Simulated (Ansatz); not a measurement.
Ta

Input

```
crystal:
  lattice:
    - [0.0, 2.1694676549, 1.9959102425]
    - [2.1694676549, 0.0, 1.9959102425]
    - [2.1694676549, 2.1694676549, 0.0]
  atoms:
    - { symbol: Ta, position: [0.0, 0.0, 0.0] }
basis:
  ecutwfc: 500
kpoints:
  mp_grid: { grid: [22, 22, 22] }
hamiltonian:
  xc: r2scan
scf:
  occupations: { method: gaussian, width: 0.15 }
output:
  forces: true
  stress: true
  eigenvalues: true
  write_density: true
  write_potential: true
  elf: true
  volumetric_format: npy
```

Run with:

```sh
ansatz run input.yaml --threads 1 --pin off --max-ram 2560MiB --backend cpu --events-out ev --progress --plain --runs-dir out
```

Below, planes, directions and counts refer to the conventional cell (a = 3.07 Å, b = 3.07 Å, c = 3.99 Å, α = 90.00°, β = 90.00°, γ = 90.00°).

Space group I4/mmm; computed pressure about −3 GPa in this cell; computed without spin polarisation.

The calculation used Ansatz, DFT r2SCAN, scalar-relativistic, plane waves, PAW.

Question: Predict the valence pseudo-density and electron localisation function between the atoms.

Answer: Ta–Ta (2.95 Å): the density is about 0.28 e/Å³ at the midpoint; the ELF is about 0.30 at the midpoint.
Ta–Ta (3.07 Å): the density is about 0.25 e/Å³ at the midpoint; the ELF is about 0.35 at the midpoint.

Question: Does the calculation make it a metal, or give it a gap?

Answer: It is metallic or semimetallic at this level of theory: no gap opens.

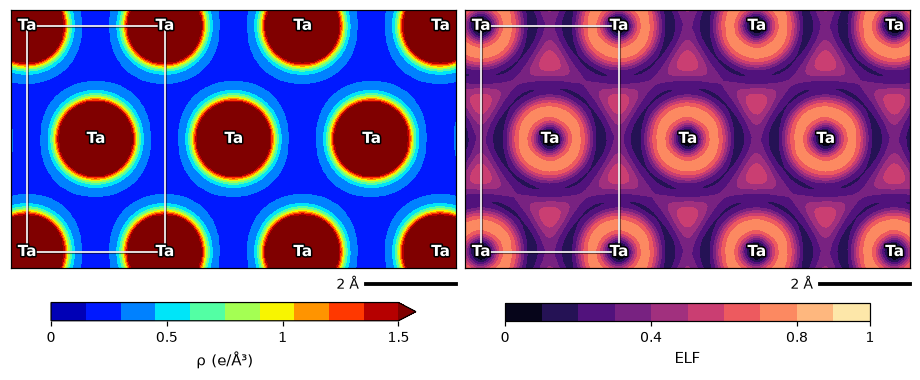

Computed valence pseudo-density and electron localisation function on the (101̄) plane of the conventional cell, in this order. 

In a PAW calculation such maps are meaningful between the atoms, not at the nuclei.
